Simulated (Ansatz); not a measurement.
**Run report: HfO₂, single-point calculation (part 1 of 2)**

System: HfO₂ (slab, 12 atoms in the cell).
Method: DFT PBE, scalar-relativistic, plane waves, PAW, no spin polarisation (Ansatz 0.2.0).

It belongs to a series of runs on one base structure; here: (1 1 1) slab cut from the bulk. Figures and captions count atoms from 1; the log counts them from 0 in places.

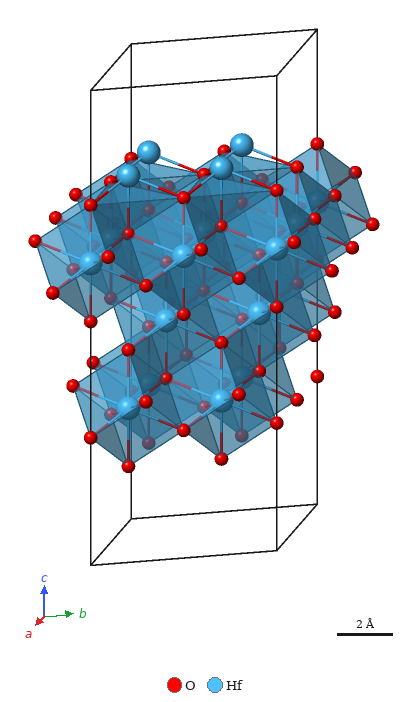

*The input geometry (polyhedral view of the 2 × 2 repeat of the cell, with the vacuum cut short, seen slightly off an axis; polyhedra are completed across the faces of the cell).*

### Key numbers

```json
{"quantity": "outcome", "value": "converged"}
{"quantity": "electrons treated", "value": "152"}
{"quantity": "free energy", "value": "−67435.0639 eV"}
{"quantity": "work function, top face", "value": "4.91 eV"}
{"quantity": "work function, bottom face", "value": "9.41 eV"}
{"quantity": "Fermi energy", "value": "3.833 eV"}
{"quantity": "gap on the k-point mesh", "value": "none (metallic)"}
{"quantity": "work function (upper face)", "value": "4.91 eV"}
{"quantity": "largest force (length of the vector)", "value": "3.751 eV/Å"}
{"quantity": "hardware", "value": "2 threads of Arm Neoverse V1, 24 GiB of memory available, shared host"}
{"quantity": "wall time", "value": "39 s (CPU time 76 s)"}
{"quantity": "peak memory", "value": "0.73 GiB"}
```

Warnings of the run: the exchange-correlation potential is rough where the density is thin. Spin–orbit coupling is left out, which matters for Hf.

### Input
```yaml
crystal:
  lattice:
    - [3.6045557009, 0.0, 0.0]
    - [-1.8022778505, 3.1216368064, 0.0]
    - [0.0, 0.0, 26.0366527709]
  atoms:
    - { symbol: O, position: [0.6666666667, 0.3333333333, 0.2880554604] }
    - { symbol: O, position: [0.0, 0.0, 0.3445740043] }
    - { symbol: Hf, position: [0.6666666667, 0.3333333333, 0.3728332762] }
    - { symbol: O, position: [0.3333333333, 0.6666666667, 0.4010925482] }
    - { symbol: O, position: [0.6666666667, 0.3333333333, 0.4576110921] }
    - { symbol: Hf, position: [0.3333333333, 0.6666666667, 0.485870364] }
    - { symbol: O, position: [0.0, 0.0, 0.514129636] }
    - { symbol: O, position: [0.3333333333, 0.6666666667, 0.5706481799] }
    - { symbol: Hf, position: [0.0, 0.0, 0.5989074518] }
    - { symbol: O, position: [0.6666666667, 0.3333333333, 0.6271667238] }
    - { symbol: O, position: [0.0, 0.0, 0.6836852677] }
    - { symbol: Hf, position: [0.6666666667, 0.3333333333, 0.7119445396] }
basis:
  ecutwfc: 420
kpoints:
  mp_grid: { grid: [9, 9, 1] }
hamiltonian:
  xc: pbe
scf:
  occupations: { method: gaussian, width: 0.05 }
output:
  forces: true
  eigenvalues: true
  write_density: true
  write_potential: true
  elf: true
  volumetric_format: npy
efield:
  axis: 3
  dipole_correction: true
  ramp_width: 0.04
```

Launch command:
```bash
ansatz run input.yaml --threads 2 --pin off --max-ram 5632MiB --backend cpu --events-out ev --progress --plain --runs-dir out
```

### Log
```
Engine: ansatz 0.2.0, aarch64-unknown-linux-gnu
Pseudopotentials: kind: paw
Pseudopotential: O, paw, valence charge 6, recommended cutoff 420 eV (normal), O.paw.azcp
Pseudopotential: Hf, paw, valence charge 26, recommended cutoff 420 eV (normal), Hf.paw.azcp
Functional definition: PBE
  parameter kappa = 0.804
  parameter beta = 0.06672455060314922
  exchange = pbe_x(kappa = kappa, mu = beta*pi^2/3)
  correlation = pbe_c(beta = beta)
Crystal: 12 atoms, lattice volume = 292.967 Å³
Basis set: ecut = 420 eV, 5631 PW (Γ), exchange–correlation on 50×50×360 points (8 copies of the dense FFT grid, shifted against one another)
Bands: 92, of which v1, the nominal top of the filled ones, is band 76 counted from 1 (75 counted from 0)
Symmetry: 6 space group operations
Space group: P3m1 (ITA 156), of the structure as read, at distance tolerance 6.6e-5 Å
k-points: 12 of 81 (time reversal used)
Non-local potential: O, projectors of the file, l = 0: 2, l = 1: 2, l = 2: 1
Non-local potential: Hf, projectors of the file, l = 0: 3, l = 1: 2, l = 2: 2, l = 3: 3
PAW form: soft (Blöchl's): semilocal exchange-correlation on the pseudo side does not see the compensation charge
PAW one-centre angular grid: O, 110 points (default); XC on 64 Gauss nodes
PAW one-centre angular grid: Hf, 590 points (default); XC on 64 Gauss nodes
Initial density: superposition of atomic densities (neutral atoms: chi_scale 0, normalization atom), corrected by the library's trained network
Initial wavefunctions: pseudopotential atomic-orbital guess
Functional: x = pbe(κ = 0.804, μ = 0.2195149727645171), c = pbe(β = 0.06672455060314922)
SCF iter   1: F=—  HF=-67435.116624 eV  |F-HF|=—  |Δ(HF+E_count)|=         —  Δρ=8.92e-3  dr2=9.75e-1  ethr=1.77e-3  p=0.273 e·Å  D=1.69e-1 V/Å  ΔV_dip=-4.39 eV  dr2_dipole=4.56e-1  V_vac-E_F(+/−)=4.90/9.29 eV  ⟨swp⟩=6.8  Hψ=4253  notcnv=0  defer=62
efield: sawtooth ramp at fractional position 0.9800 (placed from the atoms, in the widest stretch of the axis that holds none; the zero of the levels goes with the place), width 0.0400; the density the first Hamiltonian is built on has a dipole p = 0.273 e·Å; the dipole correction subtracts the counter field D = 1.69e-1 V/Å, which shifts the + side's vacuum level by -4.39 eV against the − side's; the planar-averaged density in the ramp window peaks in size at 1.3e-4 e/Å³
preconditioner: auto → LDOS  [metal: Δε(μ)=0.014 eV  Ē_g=16.961 eV  σ=0.050 eV  W_gap=0.15  n_scr=86 (ndim 8)  ℏωp=26.0 eV  f_vac=0.488  D(μ)=10.95/eV (n_scr^D=98)  β→1.0]
SCF iter   2: F=—  HF=-67450.822063 eV  |F-HF|=—  |Δ(HF+E_count)|=    1.57e1  Δρ=6.40e-2  dr2=2.13e2  ethr=6.41e-4  p=-0.189 e·Å  D=-1.17e-1 V/Å  ΔV_dip=3.04 eV  dr2_dipole=1.71e2  V_vac-E_F(+/−)=8.88/5.84 eV  ⟨swp⟩=4.8  Hψ=2402  notcnv=0  defer=108  recentre
preconditioner: auto → Resta (q_TF=auto, 2.446 Å⁻¹)  ε∞=3.2  [insulator: Δε(μ)=1.278 eV  Ē_g=17.602 eV  σ=0.050 eV  W_gap=1.00  n_scr=86 (ndim 8)  ℏωp=26.0 eV  f_vac=0.492  D(μ)=0.00/eV (n_scr^D=0)  ε∞_Penn≈3.2  vacuum switching on, ρ_ref=2.2e-2 e/Å³  β→0.5]
SCF iter   3: F=—  HF=-67435.093098 eV  |F-HF|=—  |Δ(HF+E_count)|=    1.57e1  Δρ=7.46e-3  dr2=7.01e-1  ethr=6.41e-4  p=0.273 e·Å  D=1.69e-1 V/Å  ΔV_dip=-4.39 eV  dr2_dipole=4.01e-1  V_vac-E_F(+/−)=4.93/9.31 eV  ⟨swp⟩=4.1  Hψ=2766  notcnv=0  defer=99
SCF iter   4: F=—  HF=-67435.146841 eV  |F-HF|=—  |Δ(HF+E_count)|=   5.37e-2  Δρ=2.55e-2  dr2=3.12e1  ethr=4.61e-4  p=0.255 e·Å  D=1.58e-1 V/Å  ΔV_dip=-4.11 eV  dr2_dipole=2.62e1  V_vac-E_F(+/−)=5.14/9.24 eV  ⟨swp⟩=2.5  Hψ=1263  notcnv=0  defer=92  recentre
SCF iter   5: F=—  HF=-67435.079525 eV  |F-HF|=—  |Δ(HF+E_count)|=   6.73e-2  Δρ=6.10e-3  dr2=6.00e-1  ethr=4.61e-4  p=0.280 e·Å  D=1.73e-1 V/Å  ΔV_dip=-4.50 eV  dr2_dipole=4.19e-1  V_vac-E_F(+/−)=4.84/9.34 eV  ⟨swp⟩=2.0  Hψ=1412  notcnv=0  defer=92
SCF iter   6: F=—  HF=-67435.068195 eV  |F-HF|=—  |Δ(HF+E_count)|=   1.13e-2  Δρ=5.68e-3  dr2=1.16e0  ethr=3.95e-4  p=0.279 e·Å  D=1.72e-1 V/Å  ΔV_dip=-4.49 eV  dr2_dipole=9.15e-1  V_vac-E_F(+/−)=4.86/9.35 eV  ⟨swp⟩=2.0  Hψ=1314  notcnv=0  defer=95
SCF iter   7: F=—  HF=-67435.068841 eV  |F-HF|=—  |Δ(HF+E_count)|=   6.46e-4  Δρ=3.29e-3  dr2=3.00e-1  ethr=3.95e-4  p=0.279 e·Å  D=1.72e-1 V/Å  ΔV_dip=-4.48 eV  dr2_dipole=2.05e-1  V_vac-E_F(+/−)=4.91/9.40 eV  ⟨swp⟩=1.4  Hψ=1174  notcnv=0  defer=95
SCF iter   8: F=—  HF=-67435.065335 eV  |F-HF|=—  |Δ(HF+E_count)|=   3.51e-3  Δρ=1.45e-3  dr2=4.55e-2  ethr=1.98e-4  p=0.279 e·Å  D=1.72e-1 V/Å  ΔV_dip=-4.48 eV  dr2_dipole=2.87e-2  V_vac-E_F(+/−)=4.92/9.40 eV  ⟨swp⟩=1.7  Hψ=1065  notcnv=0  defer=95
SCF iter   9: F=—  HF=-67435.063849 eV  |F-HF|=—  |Δ(HF+E_count)|=   1.49e-3  Δρ=6.60e-4  dr2=1.29e-2  ethr=2.99e-5  p=0.279 e·Å  D=1.73e-1 V/Å  ΔV_dip=-4.49 eV  dr2_dipole=9.01e-3  V_vac-E_F(+/−)=4.92/9.41 eV  ⟨swp⟩=2.0  Hψ=1527  notcnv=0  defer=95
SCF iter  10: F=—  HF=-67435.064826 eV  |F-HF|=—  |Δ(HF+E_count)|=   9.77e-4  Δρ=2.99e-3  dr2=3.08e-1  ethr=8.51e-6  p=0.278 e·Å  D=1.72e-1 V/Å  ΔV_dip=-4.47 eV  dr2_dipole=2.53e-1  V_vac-E_F(+/−)=4.93/9.41 eV  ⟨swp⟩=1.4  Hψ=1253  notcnv=0  defer=95  recentre
SCF iter  11: F=—  HF=-67435.063767 eV  |F-HF|=—  |Δ(HF+E_count)|=   1.06e-3  Δρ=4.29e-4  dr2=3.63e-3  ethr=8.51e-6  p=0.280 e·Å  D=1.73e-1 V/Å  ΔV_dip=-4.50 eV  dr2_dipole=2.72e-3  V_vac-E_F(+/−)=4.91/9.42 eV  ⟨swp⟩=1.1  Hψ=1028  notcnv=0  defer=95
SCF iter  12: F=—  HF=-67435.063780 eV  |F-HF|=—  |Δ(HF+E_count)|=   1.34e-5  Δρ=3.84e-4  dr2=5.28e-3  ethr=2.39e-6  p=0.280 e·Å  D=1.73e-1 V/Å  ΔV_dip=-4.50 eV  dr2_dipole=4.31e-3  V_vac-E_F(+/−)=4.91/9.41 eV  ⟨swp⟩=1.1  Hψ=1053  notcnv=0  defer=95
SCF iter  13: F=—  HF=-67435.063751 eV  |F-HF|=—  |Δ(HF+E_count)|=   2.95e-5  Δρ=1.11e-4  dr2=4.39e-4  ethr=2.39e-6  p=0.280 e·Å  D=1.73e-1 V/Å  ΔV_dip=-4.50 eV  dr2_dipole=3.52e-4  V_vac-E_F(+/−)=4.91/9.41 eV  ⟨swp⟩=1.1  Hψ=1028  notcnv=0  defer=95
SCF iter  14: F=—  HF=-67435.063755 eV  |F-HF|=—  |Δ(HF+E_count)|=   3.74e-6  Δρ=1.58e-4  dr2=1.01e-3  ethr=2.89e-7  p=0.280 e·Å  D=1.73e-1 V/Å  ΔV_dip=-4.50 eV  dr2_dipole=8.30e-4  V_vac-E_F(+/−)=4.92/9.41 eV  ⟨swp⟩=1.1  Hψ=1061  notcnv=0  defer=95  recentre
SCF iter  15: F=—  HF=-67435.063751 eV  |F-HF|=—  |Δ(HF+E_count)|=   3.52e-6  Δρ=1.48e-5  dr2=3.00e-6  ethr=2.89e-7  p=0.280 e·Å  D=1.73e-1 V/Å  ΔV_dip=-4.50 eV  dr2_dipole=2.05e-6  V_vac-E_F(+/−)=4.92/9.41 eV  ⟨swp⟩=1.0  Hψ=1007  notcnv=0  defer=95
SCF iter  16: F=—  HF=-67435.063861 eV  |F-HF|=—  |Δ(HF+E_count)|=   1.10e-4  Δρ=4.12e-5  dr2=3.05e-5  ethr=1.98e-9  p=0.280 e·Å  D=1.73e-1 V/Å  ΔV_dip=-4.50 eV  dr2_dipole=2.47e-5  V_vac-E_F(+/−)=4.91/9.41 eV  ⟨swp⟩=2.2  Hψ=1928  notcnv=0  defer=95
SCF iter  17: F=—  HF=-67435.063860 eV  |F-HF|=—  |Δ(HF+E_count)|=   2.77e-7  Δρ=1.76e-5  dr2=1.41e-6  ethr=1.98e-9  p=0.280 e·Å  D=1.73e-1 V/Å  ΔV_dip=-4.50 eV  dr2_dipole=2.86e-7  V_vac-E_F(+/−)=4.92/9.41 eV  ⟨swp⟩=2.0  Hψ=1712  notcnv=0  defer=95
SCF iter  18: F=—  HF=-67435.063860 eV  |F-HF|=—  |Δ(HF+E_count)|=   1.08e-7  Δρ=5.53e-6  dr2=8.56e-7  ethr=9.25e-10  p=0.280 e·Å  D=1.73e-1 V/Å  ΔV_dip=-4.50 eV  dr2_dipole=6.07e-7  V_vac-E_F(+/−)=4.92/9.41 eV  ⟨swp⟩=2.0  Hψ=1654  notcnv=0  defer=95
SCF iter  19: F=—  HF=-67435.063860 eV  |F-HF|=—  |Δ(HF+E_count)|=   2.01e-9  Δρ=6.79e-6  dr2=1.54e-6  ethr=5.63e-10  p=0.280 e·Å  D=1.73e-1 V/Å  ΔV_dip=-4.50 eV  dr2_dipole=1.24e-6  V_vac-E_F(+/−)=4.92/9.41 eV  ⟨swp⟩=1.6  Hψ=1014  notcnv=0  defer=95
SCF iter  20: F=-67435.063860 eV  HF=-67435.063860 eV  |F-HF|=4.13e-8  |Δ(HF+E_count)|=   7.79e-9  Δρ=1.29e-6  dr2=2.53e-8  ethr=6.58e-11  p=0.280 e·Å  D=1.73e-1 V/Å  ΔV_dip=-4.50 eV  dr2_dipole=1.75e-8  V_vac-E_F(+/−)=4.92/9.41 eV  ⟨swp⟩=19.8  Hψ=9972  notcnv=0
SCF 1 converged in 20 iterations: F = -67435.063860 eV  dr2 = 2.53e-8
  greatest PAW one-centre occupation: 0.999 electrons in one spin orbital (limit 2), on the Hf atom at site 8 (counted from 0), in its partial waves of l = 3
```

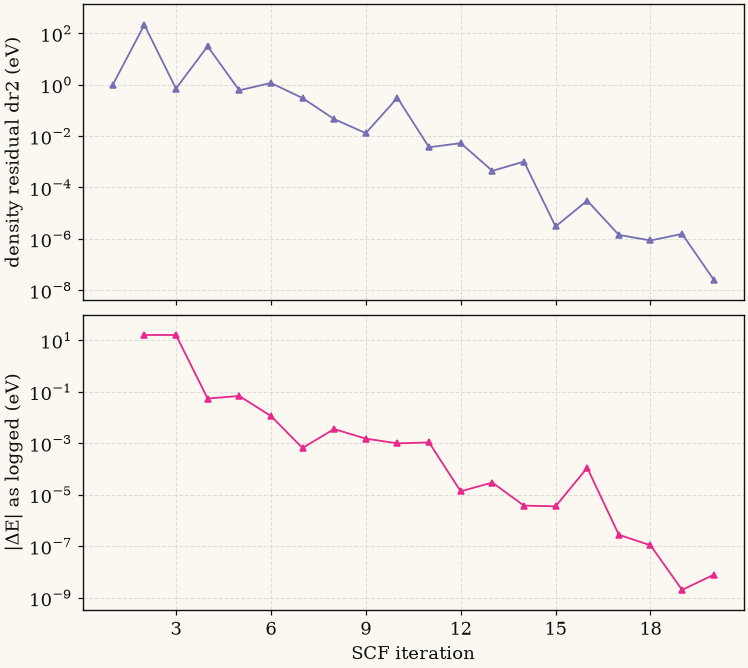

*Convergence of the self-consistent field: density residual dr2 and size of the energy change against the SCF iteration.*

The residual falls unevenly and jumps up by a factor of two or more 5 times on the way down.

```
WARN: The output density's exchange-correlation potential varies sharply where the density is thin. Do not read a vacuum level from v_tot or v_xc, or from such a field of the output density. On a cell that repeats whose density bears no net charge and no dipole along the vacuum's axis use v_es (v_loc + v_h of the components); under efield.dipole_correction with no amplitude use v_es + v_field, which holds any external_charges[].barrier, or the levels of the report's work_function block, which leave it out; under a non-zero efield.amplitude the vacuum is tilted and has no level; on a cell that repeats and bears such a dipole with no correction it is tilted too, and efield.dipole_correction with no amplitude gives each side of its ramp a level where efield: is served; in a cell that repeats whose density bears a net charge (total_charge, or a fill off its count) it is curved and has none; of a slab under crystal.periodic whose density bears no net charge use v_es, which has a level on each side, short of where the two are joined; of another it falls or rises all the way out and has none; of a slab beside external_charges read slab_vacuum_level instead, which it has where they leave it neutral. The grid or the basis barely resolves most such structure, and the values can differ between equally converged runs; as a rule a tighter scf.convergence.dr2_threshold does not remove it. Where the density itself ripples (under the LDA too) a higher basis.ecutwfc lessens it. The files hold the spikes' plane waves up to the density's cutoff. Files: v_tot_of_output_density and the like, and their columns of v_z.tsv (output.write_potential); v_xc_of_output_density and the like, and their columns of v_comp_z.tsv (output.write_potential_components). Measured: with its Gaussian average of σ = 0.25 Å subtracted twice, the exchange-correlation potential is over 0.1 eV at 32 of the grid points where the equally averaged density (valence and model cores) is under 1e-3 e/Å³, and 0.155 eV at the most among them, at an averaged density of 4.3e-4 e/Å³. The input density's (outcome.potential() and, of a run that writes arrays, v_tot and v_xc) is over 0.1 eV, so measured, at 20 points of its own thin density, 0.158 eV at the most. See output.write_potential in the manual, Limitations
SCF converged after 20 iterations
Free energy (F): -67435.063860 eV
Harris-Foulkes:  -67435.063860 eV  (|F-HF|=4.13e-8)
Internal energy: -67435.045749 eV  (E = F + TS)
E sigma→0 (E₀):  -67435.054805 eV
Entropy (-TS):   -0.018111 eV (-1.509 meV/atom)
Fermi energy:    3.833299 eV
Dipole field:    D = 0.172865 V/Å  (p = 0.279875 e·Å, saw-weighted, corrected)
Work function:   Φ+ = 4.9140 eV   Φ− = 9.4148 eV
Levels:          The Fermi level and band energies are counted from a zero that moves with the ramp; work functions are not
```
